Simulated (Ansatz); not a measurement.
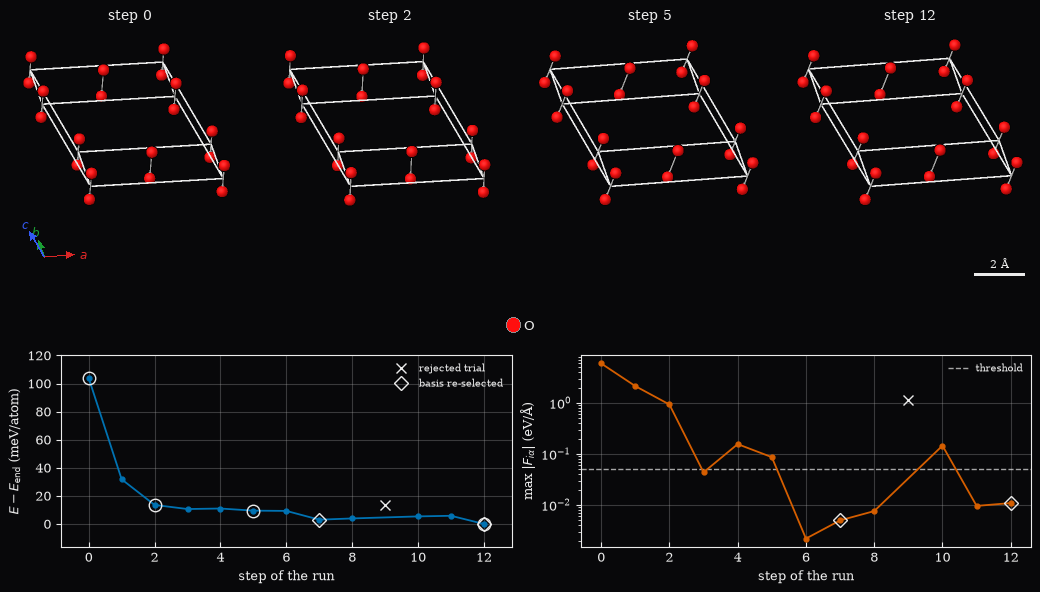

Frames of a relaxation of a crystal of O (set up in C2/m) (coarse preliminary run), marked on the history of the run. A ball-and-stick model of the conventional cell (2 times the calculation's cell), seen from a free direction. Lengths and directions refer to the drawn axes.

All numbers below come from DFT PBE+D3(BJ), scalar-relativistic, plane waves, PAW (Ansatz). Set-up: plane-wave cutoff 420 eV; k-point mesh 8 × 8 × 6; occupations gaussian; smearing width 0.1 eV; collinear spin; cell and atoms relaxed; force threshold 0.05 eV/Å; at most 80 steps.

**Describe the path.**

Over 9 accepted moves (12 points after the start) the energy falls by 104 meV per atom. Largest force component: 6 eV/Å at the start, 0.011 eV/Å at the end. Pressure: 11.41 GPa at the start and 0.26 GPa at the end. The line search rejected the trial step at point 9 of the run. The SCF was repeated twice at an unchanged geometry on a basis and grid sized afresh for the cell, which shifted the energy by 6.2 meV per atom at most. The largest moves relative to the cell, 0.16 Å, are those of O atoms. The drawn cell changes as follows: a 5.403 → 5.741 Å (+6.3 %), b 3.429 → 3.523 Å (+2.7 %), c 4.232 → 4.257 Å (+0.6 %), β 117.7° → 117.2°; the volume changes by +10.3 %. Some distances before and after: O–O 1.150 → 1.218 Å. The space group stays C2/m (No. 12). From step 0 to 2: O atoms move most (0.03 Å), volume +1.4 %, energy −90.4 meV per atom. From step 2 to 5: O atoms move most (0.18 Å), volume +4.0 %, energy −4.1 meV per atom. From step 5 to 12: volume +4.6 %, energy −9.5 meV per atom.

```tsv
step	E − E(0), meV/atom	largest force component, eV/Å	pressure, GPa	volume, Å³/atom	note
0	0.00	5.9627	11.41	17.360	
1	-72.13	2.1458	-4.10	18.244	
2	-90.38	0.9337	2.39	17.599	
3	-93.31	0.0437	0.38	17.848	
4	-92.94	0.1561	0.01	18.022	
5	-94.45	0.0866	0.13	18.309	
6	-94.64	0.0022	-0.01	18.291	
7	-100.88	0.0050	0.51	18.291	same geometry, new basis
8	-100.01	0.0076	0.28	18.736	
9	-90.41	1.1598	-2.15	19.164	rejected
10	-98.55	0.1456	0.36	19.029	
11	-98.11	0.0096	0.03	19.143	
12	-103.95	0.0109	0.26	19.143	same geometry, new basis
```
